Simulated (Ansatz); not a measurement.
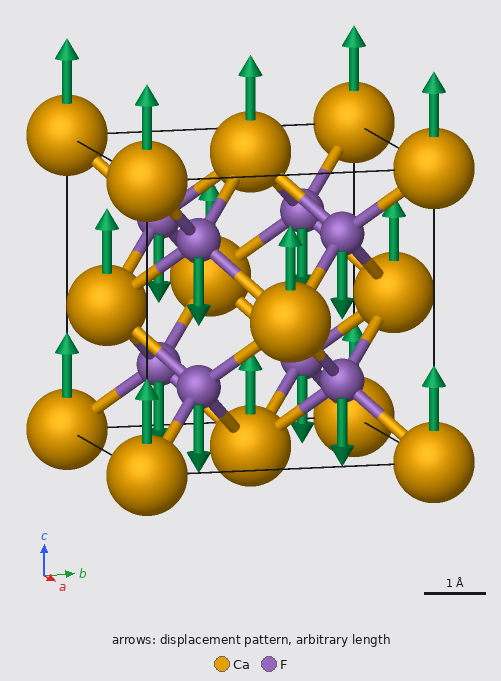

The lowest optical mode of crystalline CaF2 relaxed at 50 GPa, space group Fm-3m (No. 225), at the zone centre. Displacements are drawn as green arrows; their common scale and sign are arbitrary. A ball-and-stick model of the conventional cell (4 times the calculation's cell), seen slightly off an axis. Lengths and directions refer to the drawn axes.

These are results of DFT PBE, scalar-relativistic, plane waves, PAW (Ansatz 0.2.0), not measurements. Set-up: plane-wave cutoff 420 eV; k-point mesh 8 × 8 × 8; occupations fixed; target pressure 50 GPa; no spin polarisation.

Frequencies are those without the non-analytic (LO–TO) term.

Q: Is the structure stable against all modes at this point?

A: Yes: this softest mode has a real frequency, and so have all others here. That speaks for this wave vector alone: the rest of the zone wasn't checked in this run. This is the T₁u mode (triply degenerate; one member of the set is drawn) at 13.6 THz, the lowest optical level, infrared-active by symmetry. The F sublattice moves against the Ca sublattice, along c; the kinetic energy is shared as F 51 %, Ca 49 %. Its infrared intensity is 22 (D/Å)²/amu for the set. The value is the transverse one; the longitudinal partner lies at 638 cm⁻¹.
